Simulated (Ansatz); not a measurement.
## Geometry relaxation, with input and output: MgO (part 1 of 2)

The run: geometry relaxation of MgO (Cmcm, 4 atoms in the cell). Method and program: DFT PBE, scalar-relativistic, plane waves, PAW, no spin polarisation (Ansatz 0.2.0).

The structure was made by swapping elements on the sites of another compound; it need not be a known phase. It belongs to a series of runs on one base structure; here: ZrSi type (Cmcm, No. 63). Figures and captions count atoms from 1; the log counts them from 0 in places.

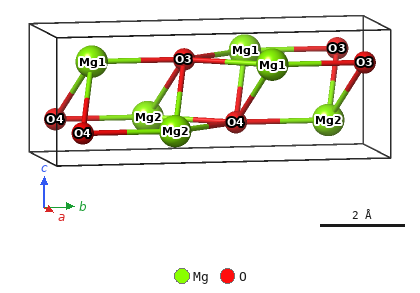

*The input geometry (ball-and-stick view of the cell 2 times as large as that of the calculation, set on its symmetry axes, seen slightly off an axis; atoms are numbered from 1 in the order of the input).*

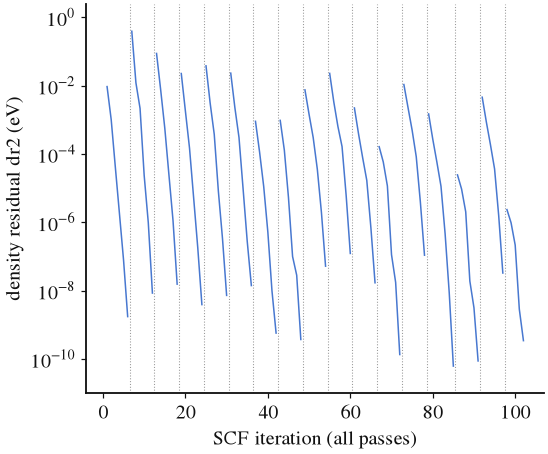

*Convergence of the self-consistent field: density residual dr2 against the SCF iteration. The dotted lines part the SCF passes of the relaxation: geometry steps, rejected trials and re-solves on a re-selected basis.*

The 17 passes take 5 to 7 iterations each, 102 in all.

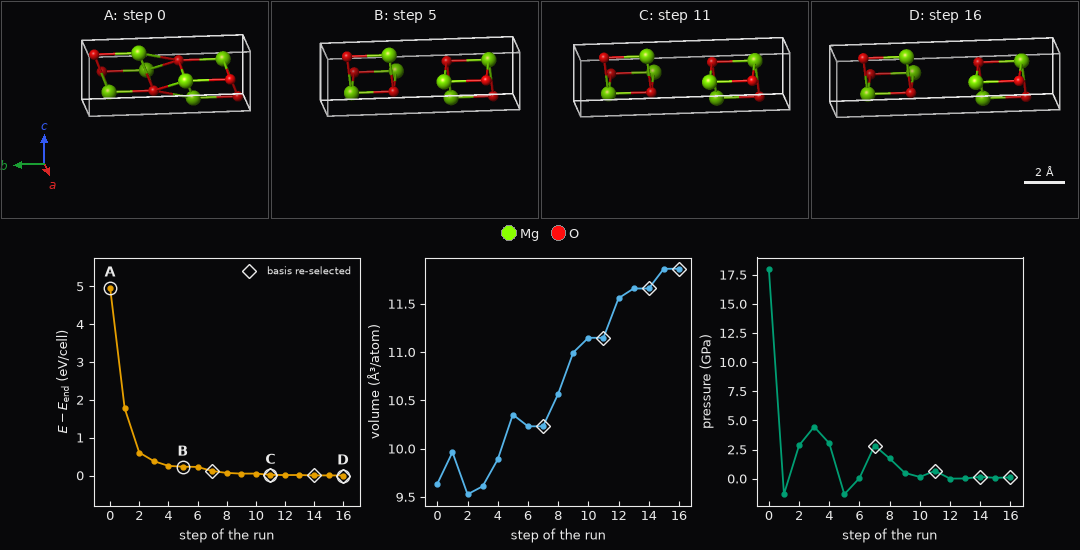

*Frames of the relaxation (ball-and-stick view of the cell 2 times as large as that of the calculation, set on its symmetry axes, seen at an oblique angle) above the curves, on which the letters mark them (the first geometry is step 0 here and step 1 in the log).*

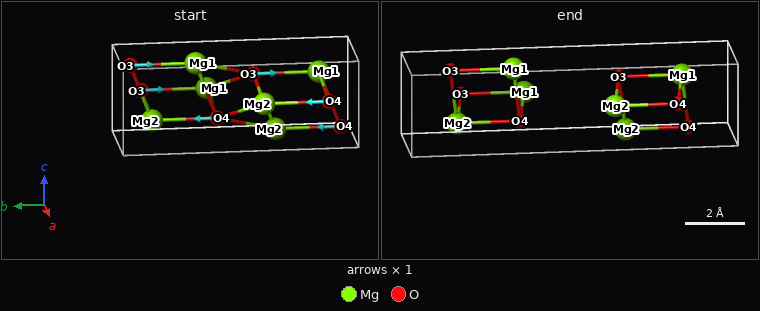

*Before (left) and after (right) the relaxation, at one scale (ball-and-stick view of the cell 2 times as large as that of the calculation, set on its symmetry axes, seen at an oblique angle). The teal arrows give the displacements (without the part carried along by the change of the cell), at true length.*

The largest moves relative to the cell, 0.83 Å, are those of O3 and O4. Largest moves by element: O 0.83 Å, Mg 0.11 Å. Cell: a 3.086 → 2.888 Å (−6.4 %), b 8.131 → 11.273 Å (+38.6 %), c 3.073 → 2.915 Å (−5.1 %). Volume +23.1 %. Among the contacts that change: Mg1–O3 2.382 → 3.748 Å, Mg1–O4 2.247 → 2.052 Å. Bonds break: Mg1–O3 (2.38 → 3.75 Å), Mg2–O4 (2.38 → 3.75 Å). Among the angles that change: O3–Mg2–O3 151.5° → 177.3°, Mg2–O3–Mg2 151.5° → 177.3°, Mg1–O3–Mg2 75.8° → 88.7°. The space group stays Cmcm (No. 63). After 12 geometry steps the energy has fallen by 4.967 eV per cell of the calculation. Largest force component: 8.7 eV/Å at the start, 0.013 eV/Å at the end. The pressure goes from 18.02 to 0.11 GPa. The basis was re-selected 3 times at an unchanged geometry, which shifts the energy a little without any move. The energy change given includes the shifts at the re-selections in mid-walk, which come without any move. A last SCF at the same geometry on a re-selected plane-wave basis shifts the energy by −3.0 meV per cell of the calculation. (Atoms are counted from 1 in the order of the input.)

These pictures come from the run below.

**Input**
```yaml
crystal:
  lattice:
    - [1.5430066409, -4.0653551694, 0.0]
    - [1.5430066409, 4.0653551694, 0.0]
    - [0.0, 0.0, 3.0728952657]
  atoms:
    - { symbol: Mg, position: [0.3544, 0.6456, 0.75] }
    - { symbol: Mg, position: [0.6456, 0.3544, 0.25] }
    - { symbol: O, position: [0.0776, 0.9224, 0.75] }
    - { symbol: O, position: [0.9224, 0.0776, 0.25] }
basis:
  ecutwfc: 420
kpoints:
  mp_grid: { grid: [6, 6, 6] }
hamiltonian:
  xc: pbe
scf:
  occupations: { method: gaussian, width: 0.1 }
  lower_state_search: "off"
output:
  forces: true
  stress: true
  eigenvalues: true
relax:
  adjacent_minimum: "off"
  f_tol: 0.04
  max_steps: 70
  cell: { stress_tol: 0.4 }
```

Launched with:
```bash
ansatz run input.yaml --threads 1 --pin off --max-ram 2560MiB --backend cpu --events-out ev --progress --plain --runs-dir out
```

**The program's output**
```
Engine: ansatz 0.2.0, x86_64-unknown-linux-gnu
Pseudopotentials: kind: paw
Pseudopotential: Mg, paw, valence charge 10, recommended cutoff 420 eV (normal), Mg.paw.azcp
Pseudopotential: O, paw, valence charge 6, recommended cutoff 420 eV (normal), O.paw.azcp
Functional definition: PBE
  parameter kappa = 0.804
  parameter beta = 0.06672455060314922
  exchange = pbe_x(kappa = kappa, mu = beta*pi^2/3)
  correlation = pbe_c(beta = beta)
Crystal: 4 atoms, lattice volume = 38.552 Å³
Basis set: ecut = 420 eV, 771 PW (Γ), exchange–correlation on 60×60×48 points (8 copies of the dense FFT grid, shifted against one another)
Bands: 20, of which v1, the nominal top of the filled ones, is band 16 counted from 1 (15 counted from 0)
Symmetry: 8 space group operations
Space group: Cmcm (ITA 63), of the structure as read, at distance tolerance 3.4e-5 Å
k-points: 52 of 216
Non-local potential: Mg, projectors of the file, l = 0: 3, l = 1: 2, l = 2: 1
Non-local potential: O, projectors of the file, l = 0: 2, l = 1: 2, l = 2: 1
PAW form: soft (Blöchl's): semilocal exchange-correlation on the pseudo side does not see the compensation charge
PAW one-centre angular grid: Mg, 110 points (default); XC on 64 Gauss nodes
PAW one-centre angular grid: O, 110 points (default); XC on 64 Gauss nodes
Initial density: superposition of atomic densities (neutral atoms: chi_scale 0, normalization atom), corrected by the library's trained network
Initial wavefunctions: pseudopotential atomic-orbital guess
Functional: x = pbe(κ = 0.804, μ = 0.2195149727645171), c = pbe(β = 0.06672455060314922)
SCF iter   1: F=—  HF=-4982.470670 eV  |F-HF|=—  |Δ(HF+E_count)|=         —  Δρ=7.10e-3  dr2=9.41e-3  ethr=1.77e-3  ⟨swp⟩=5.2  Hψ=4702  notcnv=0
preconditioner: auto → none  [insulator: Δε(μ)=0.338 eV  Ē_g=13.222 eV  σ=0.100 eV  W_gap=0.98  n_scr=12 (ndim 8)  ℏωp=23.9 eV  f_vac=0.000  D(μ)=0.01/eV (n_scr^D=0)  ε∞_Penn≈4.3]
SCF iter   2: F=—  HF=-4982.469033 eV  |F-HF|=—  |Δ(HF+E_count)|=   1.64e-3  Δρ=2.74e-3  dr2=1.02e-3  ethr=2.94e-5  ⟨swp⟩=1.6  Hψ=1579  notcnv=0
SCF iter   3: F=—  HF=-4982.469124 eV  |F-HF|=—  |Δ(HF+E_count)|=   9.10e-5  Δρ=4.61e-4  dr2=4.19e-5  ethr=3.17e-6  ⟨swp⟩=2.1  Hψ=1346  notcnv=0
SCF iter   4: F=—  HF=-4982.469177 eV  |F-HF|=—  |Δ(HF+E_count)|=   5.28e-5  Δρ=7.45e-5  dr2=1.82e-6  ethr=1.31e-7  ⟨swp⟩=2.0  Hψ=1357  notcnv=0
iter 5 did not close the SCF: its close was put off for the readings that it lacked (scf_convergence_deferred on its scf_iter line)
SCF iter   5: F=-4982.469177 eV  HF=-4982.469177 eV  |F-HF|=3.01e-8  |Δ(HF+E_count)|=   7.32e-7  Δρ=1.89e-5  dr2=7.81e-8  ethr=5.69e-9  ⟨swp⟩=2.0  Hψ=1416  notcnv=0
SCF iter   6: F=-4982.469177 eV  HF=-4982.469177 eV  |F-HF|=9.67e-10  |Δ(HF+E_count)|=   5.36e-8  Δρ=3.45e-6  dr2=1.74e-9  ethr=2.44e-10  ⟨swp⟩=2.8  Hψ=3708  notcnv=0
SCF 1 converged in 6 iterations: F = -4982.469177 eV  dr2 = 1.74e-9
  greatest PAW one-centre occupation: 1.000 electrons in one spin orbital (limit 2), on the Mg atom at site 1 (counted from 0), in its partial waves of l = 0
relax step   1: F+E_penalty+E_count = -4982.46917735 eV  Δ(F+E_penalty+E_count) = +0.000e0 eV  max|allowed force component| = 8.674e0 eV/Å  Δτ_max = 0.0000 Å  P = +18.019 GPa  Ω = 38.552 Å³  (6 SCF iters, dr2 threshold 1.00e-7 eV, accepted)
Crystal: 4 atoms, lattice volume = 39.858 Å³
Basis set: ecut = 420 eV, 775 PW (Γ), exchange–correlation on 60×60×48 points (8 copies of the dense FFT grid, shifted against one another)
Initial density: handed on by an earlier stage of this run
Initial wavefunctions: those handed on with the density
iter 1 solved again at ethr=1.23e-3 eV; its pass at ethr=3.10e-3 eV (dr2=3.92e-1 eV) is discarded
SCF iter   1: F=—  HF=-4985.756529 eV  |F-HF|=—  |Δ(HF+E_count)|=         —  Δρ=3.31e-2  dr2=3.92e-1  ethr=1.23e-3  ⟨swp⟩=1.0  Hψ=5694  notcnv=0
preconditioner: auto → none  [insulator: Δε(μ)=2.418 eV  Ē_g=13.937 eV  σ=0.100 eV  W_gap=1.00  n_scr=12 (ndim 8)  ℏωp=23.5 eV  f_vac=0.000  D(μ)=0.00/eV (n_scr^D=0)  ε∞_Penn≈3.8]
SCF iter   2: F=—  HF=-4985.654624 eV  |F-HF|=—  |Δ(HF+E_count)|=   1.02e-1  Δρ=1.09e-2  dr2=1.21e-2  ethr=1.22e-3  ⟨swp⟩=2.0  Hψ=1550  notcnv=0
SCF iter   3: F=—  HF=-4985.660088 eV  |F-HF|=—  |Δ(HF+E_count)|=   5.46e-3  Δρ=4.75e-3  dr2=2.17e-3  ethr=3.77e-5  ⟨swp⟩=1.9  Hψ=1451  notcnv=0
SCF iter   4: F=—  HF=-4985.661893 eV  |F-HF|=—  |Δ(HF+E_count)|=   1.80e-3  Δρ=3.33e-4  dr2=2.37e-5  ethr=6.78e-6  ⟨swp⟩=2.7  Hψ=1902  notcnv=0
SCF iter   5: F=—  HF=-4985.661961 eV  |F-HF|=—  |Δ(HF+E_count)|=   6.84e-5  Δρ=7.06e-5  dr2=9.76e-7  ethr=7.41e-8  ⟨swp⟩=2.0  Hψ=1390  notcnv=0
SCF iter   6: F=-4985.661962 eV  HF=-4985.661962 eV  |F-HF|=7.76e-10  |Δ(HF+E_count)|=   3.71e-7  Δρ=6.63e-6  dr2=8.50e-9  ethr=1.25e-9  ⟨swp⟩=5.5  Hψ=4572  notcnv=0
SCF 2 converged in 6 iterations: F = -4985.661962 eV  dr2 = 8.50e-9
[... from here on the iterations of each SCF are left out, up to the last one ...]
relax step   2: F+E_penalty+E_count = -4985.66196173 eV  Δ(F+E_penalty+E_count) = -3.193e0 eV  max|allowed force component| = 3.954e0 eV/Å  Δτ_max = 0.1950 Å  P = -1.331 GPa  Ω = 39.858 Å³  energy of the carried Pulay correction = -4.863e-3 eV  (6 SCF iters, dr2 threshold 4.00e-7 eV, accepted)
Crystal: 4 atoms, lattice volume = 38.113 Å³
Basis set: ecut = 420 eV, 745 PW (Γ), exchange–correlation on 60×60×48 points (8 copies of the dense FFT grid, shifted against one another)
preconditioner: auto → none  [insulator: Δε(μ)=3.278 eV  Ē_g=14.870 eV  σ=0.100 eV  W_gap=1.00  n_scr=12 (ndim 8)  ℏωp=24.1 eV  f_vac=0.000  D(μ)=0.00/eV (n_scr^D=0)  ε∞_Penn≈3.6]
SCF 3 converged in 6 iterations: F = -4986.831430 eV  dr2 = 1.55e-8
relax step   3: F+E_penalty+E_count = -4986.83142996 eV  Δ(F+E_penalty+E_count) = -1.169e0 eV  max|allowed force component| = 8.409e-1 eV/Å  Δτ_max = 0.1777 Å  P = +2.858 GPa  Ω = 38.113 Å³  energy of the carried Pulay correction = +1.670e-3 eV  (6 SCF iters, dr2 threshold 4.00e-7 eV, accepted)
Crystal: 4 atoms, lattice volume = 38.446 Å³
Basis set: ecut = 420 eV, 757 PW (Γ), exchange–correlation on 60×60×48 points (8 copies of the dense FFT grid, shifted against one another)
preconditioner: auto → none  [insulator: Δε(μ)=3.419 eV  Ē_g=15.044 eV  σ=0.100 eV  W_gap=1.00  n_scr=12 (ndim 8)  ℏωp=24.0 eV  f_vac=0.000  D(μ)=0.00/eV (n_scr^D=0)  ε∞_Penn≈3.5]
SCF 4 converged in 6 iterations: F = -4987.058335 eV  dr2 = 3.91e-9
relax step   4: F+E_penalty+E_count = -4987.05833458 eV  Δ(F+E_penalty+E_count) = -2.269e-1 eV  max|allowed force component| = 4.047e-1 eV/Å  Δτ_max = 0.0741 Å  P = +4.458 GPa  Ω = 38.446 Å³  energy of the carried Pulay correction = +4.026e-4 eV  (6 SCF iters, dr2 threshold 4.00e-7 eV, accepted)
Crystal: 4 atoms, lattice volume = 39.561 Å³
Basis set: ecut = 420 eV, 759 PW (Γ), exchange–correlation on 60×60×48 points (8 copies of the dense FFT grid, shifted against one another)
preconditioner: auto → none  [insulator: Δε(μ)=3.393 eV  Ē_g=14.956 eV  σ=0.100 eV  W_gap=1.00  n_scr=12 (ndim 8)  ℏωp=23.6 eV  f_vac=0.000  D(μ)=0.00/eV (n_scr^D=0)  ε∞_Penn≈3.5]
SCF 5 converged in 6 iterations: F = -4987.184558 eV  dr2 = 7.27e-9
relax step   5: F+E_penalty+E_count = -4987.18455839 eV  Δ(F+E_penalty+E_count) = -1.262e-1 eV  max|allowed force component| = 1.095e-1 eV/Å  Δτ_max = 0.0445 Å  P = +3.045 GPa  Ω = 39.561 Å³  energy of the carried Pulay correction = -3.772e-3 eV  (6 SCF iters, dr2 threshold 4.00e-7 eV, accepted)
Crystal: 4 atoms, lattice volume = 41.416 Å³
Basis set: ecut = 420 eV, 801 PW (Γ), exchange–correlation on 60×60×48 points (8 copies of the dense FFT grid, shifted against one another)
preconditioner: auto → none  [insulator: Δε(μ)=3.260 eV  Ē_g=14.705 eV  σ=0.100 eV  W_gap=1.00  n_scr=14 (ndim 8)  ℏωp=23.1 eV  f_vac=0.009  D(μ)=0.00/eV (n_scr^D=0)  ε∞_Penn≈3.5]
SCF 6 converged in 6 iterations: F = -4987.206697 eV  dr2 = 1.41e-8
relax step   6: F+E_penalty+E_count = -4987.20669724 eV  Δ(F+E_penalty+E_count) = -2.214e-2 eV  max|allowed force component| = 2.812e-2 eV/Å  Δτ_max = 0.0366 Å  P = -1.339 GPa  Ω = 41.416 Å³  energy of the carried Pulay correction = -1.046e-2 eV  (6 SCF iters, dr2 threshold 4.00e-7 eV, accepted)
Crystal: 4 atoms, lattice volume = 40.929 Å³
Basis set: ecut = 420 eV, 793 PW (Γ), exchange–correlation on 60×60×48 points (8 copies of the dense FFT grid, shifted against one another)
preconditioner: auto → none  [insulator: Δε(μ)=3.176 eV  Ē_g=14.724 eV  σ=0.100 eV  W_gap=1.00  n_scr=14 (ndim 8)  ℏωp=23.2 eV  f_vac=0.000  D(μ)=0.00/eV (n_scr^D=0)  ε∞_Penn≈3.5]
SCF 7 converged in 6 iterations: F = -4987.211296 eV  dr2 = 5.73e-10
relax step   7: F+E_penalty+E_count = -4987.21129585 eV  Δ(F+E_penalty+E_count) = -4.599e-3 eV  max|allowed force component| = 1.365e-2 eV/Å  Δτ_max = 0.0078 Å  P = +0.050 GPa  Ω = 40.929 Å³  energy of the carried Pulay correction = -8.734e-3 eV  (6 SCF iters, dr2 threshold 4.00e-7 eV, accepted)
Basis set: ecut = 420 eV, 793 PW (Γ), exchange–correlation on 72×72×40 points (8 copies of the dense FFT grid, shifted against one another)
Initial wavefunctions: pseudopotential atomic-orbital guess (no wavefunctions were taken with the density)
preconditioner: auto → none  [insulator: Δε(μ)=3.220 eV  Ē_g=14.733 eV  σ=0.100 eV  W_gap=1.00  n_scr=14 (ndim 8)  ℏωp=23.2 eV  f_vac=0.000  D(μ)=0.00/eV (n_scr^D=0)  ε∞_Penn≈3.5]
SCF 8 converged in 6 iterations: F = -4987.319650 eV  dr2 = 3.72e-10
relax step   8: F+E_penalty+E_count = -4987.31965030 eV  Δ(F+E_penalty+E_count) = -1.084e-1 eV  max|allowed force component| = 2.703e-2 eV/Å  Δτ_max = 0.0000 Å  P = +2.845 GPa  Ω = 40.929 Å³  stress off target by 7.37e0 GPa  SCF on the basis re-selected at this cell (its energy is not comparable with the rows above)  (6 SCF iters)
basis re-selected at this cell: Δ(F+E_penalty+E_count) = -1.084e-1 eV, ΔP = +2.795 GPa vs the last step (what re-selecting the basis moved, of the pressure what is left beyond the Pulay correction that the steps carried, after the strain that the cell walked since its last selection, with what the two solves' SCF thresholds leave and, on support functions, any second-order correction that the steps lacked; it is no measure of the basis error at this ecutwfc). The dense FFT grid was sized anew with the basis: this SCF ran on 36×36×20 points, the steps before it on 30×30×24, so part of this shift can come from that change (see relax.cell in the input reference). This SCF's stress stands 7.37e0 GPa from its target on what of the cell is left free (relax.cell.stress_tol is 4.00e-1 GPa) and its largest allowed force component is 2.70e-2 eV/Å (relax.f_tol is 4.00e-2 eV/Å): not within both, so this SCF does not close the relaxation
Crystal: 4 atoms, lattice volume = 42.271 Å³
Basis set: ecut = 420 eV, 817 PW (Γ), exchange–correlation on 72×72×40 points (8 copies of the dense FFT grid, shifted against one another)
preconditioner: auto → none  [insulator: Δε(μ)=3.236 eV  Ē_g=14.637 eV  σ=0.100 eV  W_gap=1.00  n_scr=14 (ndim 8)  ℏωp=22.8 eV  f_vac=0.026  D(μ)=0.00/eV (n_scr^D=0)  ε∞_Penn≈3.4]
SCF 9 converged in 6 iterations: F = -4987.370070 eV  dr2 = 5.20e-8
relax step   9: F+E_penalty+E_count = -4987.37006955 eV  Δ(F+E_penalty+E_count) = -5.042e-2 eV  max|allowed force component| = 7.268e-2 eV/Å  Δτ_max = 0.0231 Å  P = +1.737 GPa  Ω = 42.271 Å³  energy of the carried Pulay correction = -5.464e-3 eV  (6 SCF iters, dr2 threshold 4.00e-7 eV, accepted)
Crystal: 4 atoms, lattice volume = 43.986 Å³
Basis set: ecut = 420 eV, 857 PW (Γ), exchange–correlation on 72×72×40 points (8 copies of the dense FFT grid, shifted against one another)
preconditioner: auto → none  [insulator: Δε(μ)=3.263 eV  Ē_g=14.510 eV  σ=0.100 eV  W_gap=1.00  n_scr=14 (ndim 8)  ℏωp=22.4 eV  f_vac=0.070  D(μ)=0.00/eV (n_scr^D=0)  ε∞_Penn≈3.4]
SCF 10 converged in 6 iterations: F = -4987.389339 eV  dr2 = 1.23e-7
relax step  10: F+E_penalty+E_count = -4987.38933872 eV  Δ(F+E_penalty+E_count) = -1.927e-2 eV  max|allowed force component| = 1.032e-2 eV/Å  Δτ_max = 0.0341 Å  P = +0.502 GPa  Ω = 43.986 Å³  energy of the carried Pulay correction = -1.463e-2 eV  (6 SCF iters, dr2 threshold 4.00e-7 eV, accepted)
Crystal: 4 atoms, lattice volume = 44.596 Å³
Basis set: ecut = 420 eV, 865 PW (Γ), exchange–correlation on 72×72×40 points (8 copies of the dense FFT grid, shifted against one another)
preconditioner: auto → none  [insulator: Δε(μ)=3.162 eV  Ē_g=14.417 eV  σ=0.100 eV  W_gap=1.00  n_scr=14 (ndim 8)  ℏωp=22.2 eV  f_vac=0.075  D(μ)=0.00/eV (n_scr^D=0)  ε∞_Penn≈3.4]
SCF 11 converged in 6 iterations: F = -4987.387863 eV  dr2 = 1.70e-8
relax step  11: F+E_penalty+E_count = -4987.38786270 eV  Δ(F+E_penalty+E_count) = +1.476e-3 eV  max|allowed force component| = 1.954e-2 eV/Å  Δτ_max = 0.0109 Å  P = +0.149 GPa  Ω = 44.596 Å³  energy of the carried Pulay correction = -1.861e-2 eV  (6 SCF iters, dr2 threshold 4.00e-7 eV, accepted)
Basis set: ecut = 420 eV, 865 PW (Γ), exchange–correlation on 80×80×40 points (8 copies of the dense FFT grid, shifted against one another)
preconditioner: auto → none  [insulator: Δε(μ)=3.122 eV  Ē_g=14.394 eV  σ=0.100 eV  W_gap=1.00  n_scr=14 (ndim 8)  ℏωp=22.2 eV  f_vac=0.065  D(μ)=0.00/eV (n_scr^D=0)  ε∞_Penn≈3.4]
SCF 12 converged in 6 iterations: F = -4987.422386 eV  dr2 = 1.35e-10
```
